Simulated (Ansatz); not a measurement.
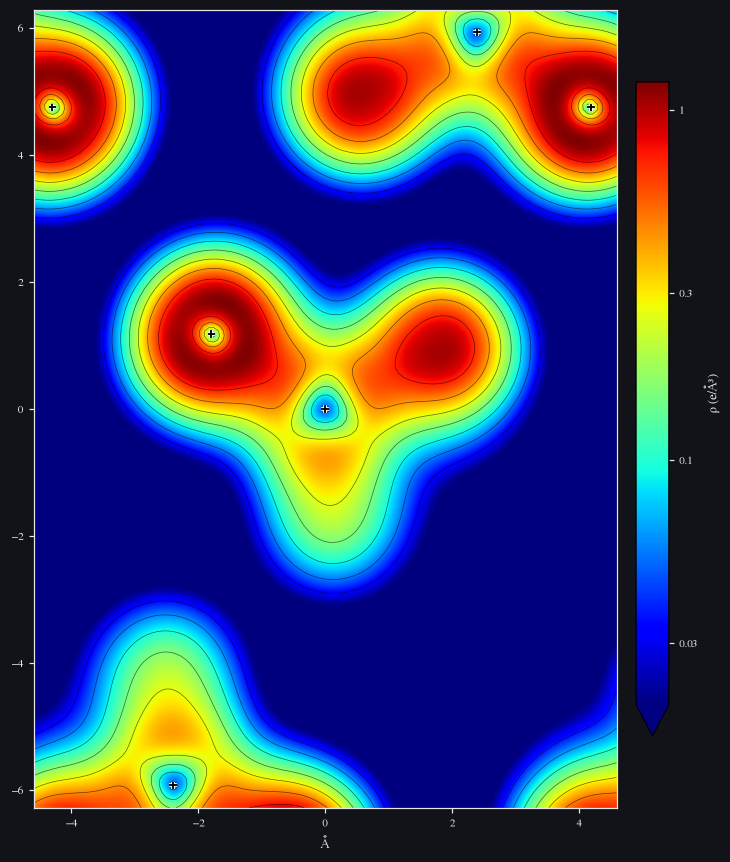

The valence charge density (pseudo) on a plane through atoms (crosses mark nuclei in the plane).

These are results of DFT PBE, scalar-relativistic, plane waves, PAW in Ansatz, not measurements.

Candidates:
A. SiS2, a = 6.37 Å, b = 11.09 Å, c = 5.59 Å, α = 90.00°, β = 90.00°, γ = 90.00°. Space group Ibam; a structure from a database of computed crystals, not necessarily the ambient phase.
B. MgTe, a = 4.61 Å, b = 4.61 Å, c = 7.50 Å, α = 90.00°, β = 90.00°, γ = 120.00°. Space group P6₃mc; a structure from a database of computed crystals, not necessarily the ambient phase.
C. CaF2, a = 5.51 Å, b = 5.51 Å, c = 5.51 Å, α = 90.00°, β = 90.00°, γ = 90.00°. Space group Fm-3m.

Which system is this?

Candidate A: SiS2 on the (111) plane of the conventional cell, which holds Si and S. Si–S (2.15 Å): the density is about 0.81 e/Å³ at the midpoint.
